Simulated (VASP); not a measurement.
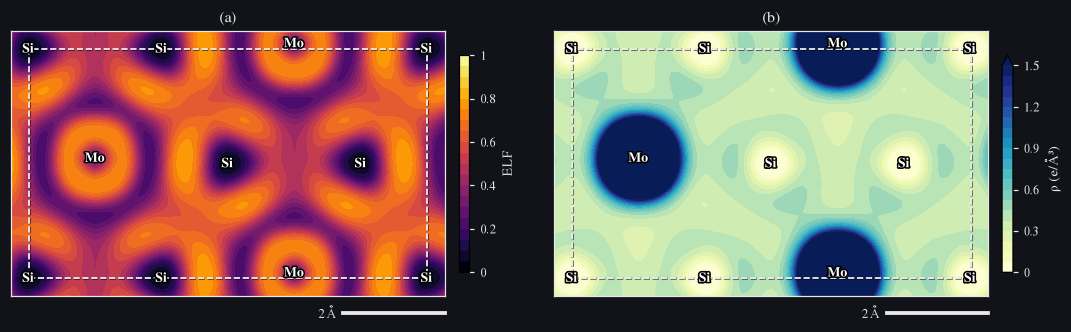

*Si₂Mo. (a) electron localisation function; (b) valence charge density (pseudo) on the (101) plane of the conventional cell.*

Space group Imm2; changed on purpose from its base cell (one atom moved); not relaxed (largest force 1.4 eV/Å).

Method: VASP 6.6.1, Kohn-Sham DFT of a periodic cell, PBEsol, VASP PAW PBE potentials, recommended.

In a PAW calculation such maps are meaningful between the atoms, not at the nuclei.

Question: Interpret the plot.

Answer: The section cuts through Si and Mo sites.
Si–Mo (2.53 Å): ρ at the midpoint is about 0.47 e/Å³; the ELF peaks at about 0.75 in the valence shell of Si, 0.9 Å from its nucleus, and is about 0.45 at the midpoint.
Si–Mo (2.62 Å): the density is about 0.4 e/Å³ at the midpoint; the ELF peaks at about 0.80 in the valence shell of Si, 0.9 Å from its nucleus, and is about 0.40 at the midpoint.
Si–Mo (2.71 Å): ρ is about 0.34 e/Å³ halfway; the ELF peaks at about 0.70 in the valence shell of Si, 0.9 Å from its nucleus, and drops to about 0.25 between the two atoms.
Between the atoms the lowest density in this plane is 0.27 e/Å³.
The features right at Mo lie inside the PAW spheres, where the map follows smoothed inner orbitals and isn't to be read closely.
